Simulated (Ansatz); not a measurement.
## Single-point calculation of Mg$_{2}$O

- system: Mg$_{2}$O (P6/mmm, 3 atoms in the cell)
- method: DFT PBE, scalar-relativistic, plane waves, PAW, spin-polarised (Ansatz 0.2.0)

The structure was made by swapping elements on the sites of another compound; it need not be a known phase. It belongs to a series of runs on one base structure; here: TbCd2 type (P6/mmm, No. 191). Figures and captions count atoms from 1; the log counts them from 0 in places.

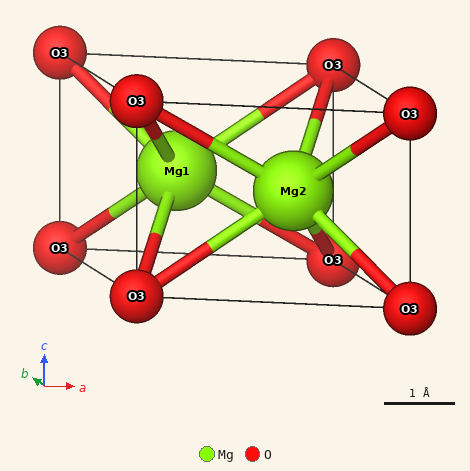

The input geometry (ball-and-stick view of the cell of the calculation, seen slightly off an axis; atoms are numbered from 1 in the order of the input).

Summary:

| quantity | value |
| --- | --- |
| outcome | converged |
| space group (tolerance 0.01 Å) | P6/mmm (191) |
| electrons treated | 26 |
| free energy | −4411.1384 eV |
| Fermi energy | 8.636 eV |
| gap on the k-point mesh | none (metallic) |
| net moment of the cell | 0.00 μB |
| integrated absolute moment | 0.00 μB |
| pressure | 15.09 GPa |
| largest force (length of the vector) | under 0.001 eV/Å |
| hardware | 1 thread of Intel Xeon @ 2.90GHz (Ice Lake), 192 GiB of memory available, shared host |
| wall time | 4.5 s |
| peak memory | 0.35 GiB |

The program warns: some starting moments were not kept.

The input:
```yaml
crystal:
  lattice:
    - [4.0848572951, 0.0, 0.0]
    - [-2.0424286476, 3.5375901885, 0.0]
    - [0.0, 0.0, 2.8731423849]
  atoms:
    - { symbol: Mg, position: [0.3333333333, 0.6666666667, 0.5] }
    - { symbol: Mg, position: [0.6666666667, 0.3333333333, 0.5] }
    - { symbol: O, position: [0.0, 0.0, 0.0], spin: 1.0 }
basis:
  ecutwfc: 420
kpoints:
  mp_grid: { grid: [6, 6, 6] }
hamiltonian:
  xc: pbe
scf:
  occupations: { method: gaussian, width: 0.1 }
  lower_state_search: "off"
output:
  forces: true
  stress: true
  eigenvalues: true
  populations: true
magnetization:
  spin_polarized: true
```

Command:
```bash
ansatz run input.yaml --threads 1 --pin off --max-ram 2560MiB --backend cpu --events-out ev --progress --plain --runs-dir out
```

Log:
```
Engine: ansatz 0.2.0, x86_64-unknown-linux-gnu
Pseudopotentials: kind: paw
Pseudopotential: Mg, paw, valence charge 10, recommended cutoff 420 eV (normal), Mg.paw.azcp
Pseudopotential: O, paw, valence charge 6, recommended cutoff 420 eV (normal), O.paw.azcp
Functional definition: PBE
  parameter kappa = 0.804
  parameter beta = 0.06672455060314922
  exchange = pbe_x(kappa = kappa, mu = beta*pi^2/3)
  correlation = pbe_c(beta = beta)
Crystal: 3 atoms, lattice volume = 41.518 Å³
Basis set: ecut = 420 eV, 825 PW (Γ), exchange–correlation on 60×60×40 points (8 copies of the dense FFT grid, shifted against one another)
Bands: 18, of which v1, the nominal top of the filled ones, is band 13 counted from 1 (12 counted from 0)
Symmetry: 24 space group operations
Space group: P6/mmm (ITA 191), of the structure as read, at distance tolerance 3.5e-5 Å
Magnetic group: BNS 191.233 (UNI 1463), of the structure as read, at distance tolerance 3.5e-5 Å
k-points: 28 of 216
Non-local potential: Mg, projectors of the file, l = 0: 3, l = 1: 2, l = 2: 1
Non-local potential: O, projectors of the file, l = 0: 2, l = 1: 2, l = 2: 1
PAW form: soft (Blöchl's): semilocal exchange-correlation on the pseudo side does not see the compensation charge
PAW one-centre angular grid: Mg, 110 points (default); XC on 64 Gauss nodes
PAW one-centre angular grid: O, 110 points (default); XC on 64 Gauss nodes
Initial density: superposition of atomic densities (chi_scale 0.1, normalization cell, long waves kept (reshape's long-wave potential 0.02 eV rms))
Starting moments: Σ|m| = 1 μB on 1 of 3 sites
Initial wavefunctions: pseudopotential atomic-orbital guess
Functional: x = pbe(κ = 0.804, μ = 0.2195149727645171), c = pbe(β = 0.06672455060314922)
SCF iter   1: F=—  HF=-4413.282426 eV  |F-HF|=—  |Δ(HF+E_count)|=         —  Δρ=1.07e-1 (↑1.07e-1 ↓7.25e-2)  dr2=1.56e1  dr2_m=1.29e-1  M=0.635 μB ∫|m|=0.652 μB  β_m=0.30  ethr=3.10e-3  ⟨swp⟩=5.1  Hψ=5057  notcnv=0
preconditioner: auto → none  [metal: Δε(μ)=0.057 eV  Ē_g=9.740 eV  σ=0.100 eV  W_gap=0.31  n_scr=8 (ndim 8)  ℏωp=18.2 eV  f_vac=0.000  D(μ)=1.33/eV (n_scr^D=8)  sad-step TF]
SCF iter   2: F=—  HF=-4411.061769 eV  |F-HF|=—  |Δ(HF+E_count)|=    2.22e0  Δρ=3.12e-2 (↑3.12e-2 ↓2.50e-2)  dr2=4.24e-1  dr2_m=1.85e-1  M=0.379 μB ∫|m|=0.448 μB  β_m=0.30  ethr=3.10e-3  ⟨swp⟩=2.8  Hψ=2133  notcnv=0  defer=25
SCF iter   3: F=—  HF=-4411.043119 eV  |F-HF|=—  |Δ(HF+E_count)|=   1.87e-2  Δρ=2.24e-2 (↑1.76e-2 ↓2.24e-2)  dr2=9.66e-2  dr2_m=1.15e-1  M=0.379 μB ∫|m|=0.429 μB  β_m=0.30  ethr=1.63e-3  ⟨swp⟩=2.0  Hψ=1640  notcnv=0  defer=36
SCF iter   4: F=—  HF=-4411.071925 eV  |F-HF|=—  |Δ(HF+E_count)|=   2.88e-2  Δρ=1.45e-2 (↑1.45e-2 ↓1.45e-2)  dr2=1.45e-3  dr2_m=7.92e-2  M=0.352 μB ∫|m|=0.393 μB  β_m=0.30  ethr=3.72e-4  ⟨swp⟩=2.0  Hψ=1772  notcnv=0  defer=37
SCF iter   5: F=—  HF=-4411.091727 eV  |F-HF|=—  |Δ(HF+E_count)|=   1.98e-2  Δρ=1.22e-2 (↑1.22e-2 ↓1.19e-2)  dr2=7.64e-4  dr2_m=5.48e-2  M=0.320 μB ∫|m|=0.357 μB  β_m=0.30  ethr=5.57e-6  ⟨swp⟩=2.0  Hψ=1755  notcnv=0  defer=37
SCF iter   6: F=—  HF=-4411.105526 eV  |F-HF|=—  |Δ(HF+E_count)|=   1.38e-2  Δρ=1.04e-2 (↑1.04e-2 ↓9.98e-3)  dr2=6.06e-5  dr2_m=3.93e-2  M=0.288 μB ∫|m|=0.321 μB  β_m=0.30  ethr=2.94e-6  ⟨swp⟩=2.0  Hψ=1733  notcnv=0  defer=36
Mixer restart at iter 6: flushing history
spin-set hold released at iteration 6 (site moments contracting): the magnetisation degrees of freedom join the quasi-Newton model from the next iteration; the mixer history was flushed
SCF iter   7: F=—  HF=-4411.113991 eV  |F-HF|=—  |Δ(HF+E_count)|=   8.47e-3  Δρ=8.76e-3 (↑8.71e-3 ↓8.76e-3)  dr2=4.05e-5  dr2_m=2.90e-2  M=0.257 μB ∫|m|=0.288 μB  β_m=0.37  ethr=2.33e-7  ⟨swp⟩=2.6  Hψ=1443  notcnv=0  defer=35
SCF iter   8: F=—  HF=-4411.133384 eV  |F-HF|=—  |Δ(HF+E_count)|=   1.94e-2  Δρ=6.44e-3 (↑6.44e-3 ↓2.47e-3)  dr2=7.51e-3  dr2_m=7.42e-3  M=0.151 μB ∫|m|=0.168 μB  β_m=0.47  ethr=1.56e-7  ⟨swp⟩=3.7  Hψ=1948  notcnv=0  defer=33
SCF iter   9: F=—  HF=-4411.136410 eV  |F-HF|=—  |Δ(HF+E_count)|=   3.03e-3  Δρ=1.73e-3 (↑1.73e-3 ↓1.68e-3)  dr2=5.24e-4  dr2_m=9.70e-4  M=0.084 μB ∫|m|=0.089 μB  β_m=0.61  ethr=1.56e-7  ⟨swp⟩=3.4  Hψ=2122  notcnv=0  defer=33
SCF iter  10: F=—  HF=-4411.137608 eV  |F-HF|=—  |Δ(HF+E_count)|=   1.20e-3  Δρ=8.68e-4 (↑8.51e-4 ↓8.68e-4)  dr2=1.40e-5  dr2_m=2.78e-4  M=0.075 μB ∫|m|=0.079 μB  β_m=0.80  ethr=1.56e-7  ⟨swp⟩=2.8  Hψ=1910  notcnv=0  defer=26
SCF iter  11: F=—  HF=-4411.138262 eV  |F-HF|=—  |Δ(HF+E_count)|=   6.55e-4  Δρ=3.36e-4 (↑2.99e-4 ↓3.36e-4)  dr2=8.57e-7  dr2_m=3.82e-5  M=0.039 μB ∫|m|=0.040 μB  β_m=0.90  ethr=5.37e-8  ⟨swp⟩=3.1  Hψ=1924  notcnv=0  defer=26
SCF iter  12: F=—  HF=-4411.138375 eV  |F-HF|=—  |Δ(HF+E_count)|=   1.13e-4  Δρ=9.60e-5 (↑8.51e-5 ↓9.60e-5)  dr2=9.07e-7  dr2_m=2.97e-6  M=0.013 μB ∫|m|=0.013 μB  β_m=0.95  ethr=3.30e-9  ⟨swp⟩=3.0  Hψ=2055  notcnv=0  defer=26
SCF iter  13: F=—  HF=-4411.138391 eV  |F-HF|=—  |Δ(HF+E_count)|=   1.65e-5  Δρ=2.04e-5 (↑2.04e-5 ↓1.78e-5)  dr2=5.55e-8  dr2_m=1.15e-7  M=-0.000 μB ∫|m|=0.001 μB  β_m=0.94  ethr=3.85e-10  ⟨swp⟩=6.0  Hψ=5472  notcnv=0
iter 14 did not close the SCF: its close was put off for a magnetic moment that had not settled (scf_convergence_deferred on its scf_iter line)
SCF iter  14: F=-4411.138392 eV  HF=-4411.138392 eV  |F-HF|=2.79e-8  |Δ(HF+E_count)|=   3.82e-7  Δρ=8.01e-6 (↑5.64e-6 ↓8.01e-6)  dr2=8.84e-9  dr2_m=1.55e-8  M=-0.000 μB ∫|m|=0.000 μB  β_m=0.97  ethr=2.14e-10  ⟨swp⟩=5.1  Hψ=3928  notcnv=0
iter 15 did not close the SCF: its close was put off for a magnetic moment that had not settled (scf_convergence_deferred on its scf_iter line)
SCF iter  15: F=-4411.138392 eV  HF=-4411.138392 eV  |F-HF|=1.98e-9  |Δ(HF+E_count)|=   5.92e-8  Δρ=2.61e-6 (↑2.61e-6 ↓1.14e-6)  dr2=1.11e-9  dr2_m=1.22e-9  M=0.000 μB ∫|m|=0.000 μB  β_m=0.99  ethr=3.40e-11  ⟨swp⟩=2.0  Hψ=3231  notcnv=0
iter 16 did not close the SCF: its close was put off for a magnetic moment that had not settled (scf_convergence_deferred on its scf_iter line)
SCF iter  16: F=-4411.138392 eV  HF=-4411.138392 eV  |F-HF|=3.79e-10  |Δ(HF+E_count)|=   4.66e-9  Δρ=1.41e-6 (↑1.21e-6 ↓1.41e-6)  dr2=1.17e-10  dr2_m=6.23e-10  M=0.000 μB ∫|m|=0.000 μB  β_m=0.88  ethr=4.26e-12  ⟨swp⟩=1.7  Hψ=2869  notcnv=0
iter 17 did not close the SCF: its close was put off for a magnetic moment that had not settled (scf_convergence_deferred on its scf_iter line)
SCF iter  17: F=-4411.138392 eV  HF=-4411.138392 eV  |F-HF|=5.82e-11  |Δ(HF+E_count)|=   1.55e-9  Δρ=3.27e-7 (↑2.63e-7 ↓3.27e-7)  dr2=1.52e-11  dr2_m=2.86e-11  M=0.000 μB ∫|m|=0.000 μB  β_m=0.94  ethr=1.00e-12  ⟨swp⟩=1.0  Hψ=3041  notcnv=0
SCF iter  18: F=-4411.138392 eV  HF=-4411.138392 eV  |F-HF|=9.09e-13  |Δ(HF+E_count)|=  1.19e-10  Δρ=6.21e-8 (↑6.21e-8 ↓2.96e-8)  dr2=7.67e-13  dr2_m=7.03e-13  M=-0.000 μB ∫|m|=0.000 μB  ethr=1.00e-12  ⟨swp⟩=1.0  Hψ=2435  notcnv=0
WARN: the starting moments were not kept: the SCF closed with an absolute magnetisation of 3.5e-6 μB, where they sum to 1 μB in size (1 site). That is at most 0.1 of that sum. Measured as dr2_m measures the in/out step, that magnetisation stands 4.1e-12 eV from none, at or under the dr2_threshold of 1.0e-7 eV: it is no larger than a step whose dr2_m would equal this threshold. The system may hold no moment; this SCF shows only that its start led to no more than that. To try another start: raise the starting moments (crystal.atoms[].spin, magnetization.per_species, magnetization.initial_magnetization, or on a non-collinear deck that types none of these the spinor_matrix: blocks that start its atoms; where the total moment is fixed, keep their sum and leave initial_magnetization as it is; typed ones take the place of any that the run laid by itself, positive ones on a crystal's lanthanoids without a Hubbard term where scf.initial_density.shell_occupations: [] is typed) or, if the notice of its spin-set hold's release reads "site moments contracting" or "site moments show no strong build", lengthen the hold (scf.mixing.spin_hold: { on: { confirm: 4 } }; for m-r²SCAN on two components see the key's manual first). Each may lead to a state that holds a moment. A second SCF, from the converged charge density, with the starting moments and any scf.initial_density.shell_occupations laid on it anew, would have followed, and was not run: the deck does not ask for one (magnetization.retry_lost_moments is false, the default). To let it run, set magnetization.retry_lost_moments: true and run the deck again, where that key's refused combinations let it; where memory then withholds it, that run's warning says so.
SCF 1 converged in 18 iterations: F = -4411.138392 eV  dr2 = 7.67e-13
  greatest PAW one-centre occupation: 1.000 electrons in one spin orbital (limit 2), on the Mg atom at site 1 (counted from 0), in its partial waves of l = 0
```

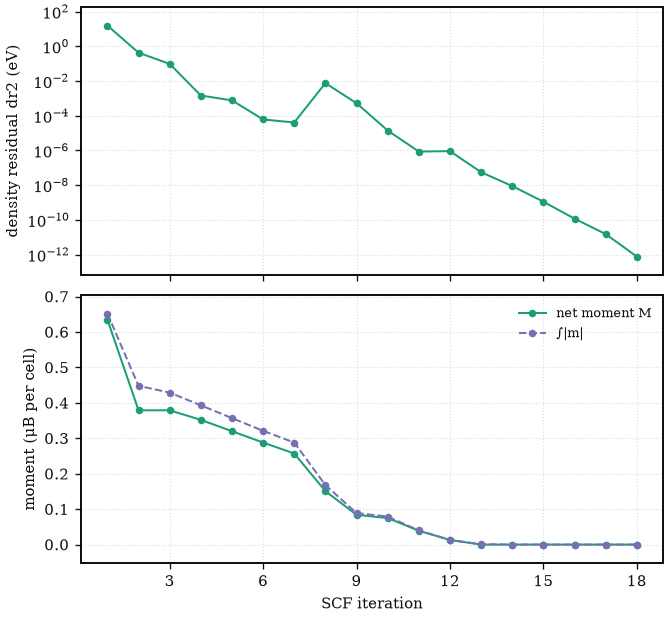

Convergence of the self-consistent field: density residual dr2 and magnetic moment against the SCF iteration. The residual comes down, with one marked jump up, by a factor of about 200, at step 8. The net moment goes from 0.6 to 0.0 μB per cell, and ∫|m| falls to zero.

```
SCF converged after 18 iterations
Magnetization: -0.0000 μB (13.0000 up, 13.0000 down)
Absolute magnetization: 0.0000 μB (∫|ρ↑−ρ↓|, with the PAW one-centre terms)
Spin contamination: 0.0000 ħ² per cell (⟨S²⟩ above its minimum at these occupations)
Per-site moments (μB) at R_I (Å): [(-4.5299240850762487e-7, 0.9728373018224833), (-4.5299240848841554e-7, 0.9728373018224833), (-1.448986862163086e-6, 1.1391093578568154)]
Free energy (F): -4411.138392 eV
Harris-Foulkes:  -4411.138392 eV  (|F-HF|=9.09e-13)
Internal energy: -4411.129123 eV  (E = F + TS)
E sigma→0 (E₀):  -4411.133757 eV
Entropy (-TS):   -0.009269 eV (-3.090 meV/atom)
Fermi energy:    8.636363 eV
--- Per-component energies (eV) ---
  E_band       = -676.830868
  E_kinetic    = 324.429482
  E_local      = -3269.656489  (includes V_loc(G=0)·N_el)
  E_nonlocal   = 241.702580
  E_hartree    = 1142.945812
  E_xc         = -132.078058
  E_vxc        = -169.415659  (∫ρ·V_xc dr)
  E_paw        = -741.412307  (= ΣΔE_a)
  E_vpaw       = -89.784637  (= ΣTr[D̂ρ^β])
  E_aug_tail   = 0.002244  (compensation charges beyond the density's cutoff)
  E_ewald      = -1977.062388
  E_smearing   = -0.009269  (= −TS)
  E_closure    = -0.000000  (closes the sum)
  Σ components = -4411.138392   (vs F -4411.138392, Δ=0.00e0)
--- Forces (eV/Å), atoms counted from 1 ---
  atom   1  Mg     0.00000000    -0.00000000     0.00000000
  atom   2  Mg    -0.00000000     0.00000000     0.00000000
  atom   3  O      0.00000000     0.00000000     0.00000000
  max |Σ_I F_I| component: 5.55e-17 eV/Å
--- Stress (GPa, compression-positive) ---
       18.842996      -0.000000       0.000000
       -0.000000      18.842996       0.000000
        0.000000       0.000000       7.593105
  P = ⅓ Tr σ = 15.0930 GPa (150.930 kbar)
--- Band table (eV; the first three rows and the last of 56) ---
  k-point 0 ↑: bands = ["-68.5680", "-68.4969", "-35.4351", "-35.4351", "-35.2317", "-35.2122", "-35.2122", "-35.1781", "-9.5688", "2.9225", "4.5870", "4.5870", "6.7050", "10.4187", "10.4187", "13.3183", "15.7438", "16.7735"]
  k-point 1 ↑: bands = ["-68.5669", "-68.4960", "-35.4336", "-35.4336", "-35.2458", "-35.2112", "-35.2112", "-35.1898", "-9.4347", "3.0398", "4.7668", "4.7668", "6.2674", "10.8405", "10.8405", "13.7439", "13.8940", "16.4493"]
  k-point 2 ↑: bands = ["-68.5647", "-68.4940", "-35.4304", "-35.4304", "-35.2739", "-35.2130", "-35.2093", "-35.2093", "-9.1477", "2.8807", "5.1634", "5.1634", "6.2840", "11.1257", "12.1088", "12.1088", "14.7934", "15.6733"]
  k-point 27 ↓: bands = ["-68.5283", "-68.5283", "-35.4576", "-35.3195", "-35.3195", "-35.2561", "-35.2561", "-35.1804", "-8.9079", "3.7266", "4.2677", "4.2677", "8.7702", "8.7702", "11.0337", "11.0337", "13.4071", "14.0581"]
--- Löwdin populations: 3 sites ---
  site symbol       q [e]    m [muB]
     0     Mg      9.1632    -0.0000
     1     Mg      9.1632    -0.0000
     2      O      7.1738    -0.0000
  spilling = 0.019223 (of n_electrons = 26.000000)
```

File populations.tsv:
```
# site	symbol	l	j	q_up	q_dn
# orbitals = lowdin
# n_electrons = 26.000000
# spilling = 0.019223
0	Mg	0_2S	-	0.997618	0.997618
0	Mg	0_3S	-	0.584152	0.584153
0	Mg	1_2P	-	2.999840	2.999840
1	Mg	0_2S	-	0.997618	0.997618
1	Mg	0_3S	-	0.584152	0.584153
1	Mg	1_2P	-	2.999840	2.999840
2	O	0_2S	-	0.995816	0.995816
2	O	1_2P	-	2.591067	2.591068
```

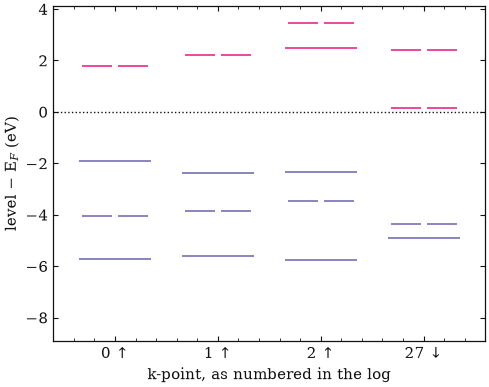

Kohn–Sham levels near the Fermi level (dotted) at the few k-points that the log prints; levels within 0.02 eV of each other stand side by side. The system is metallic on the full mesh.
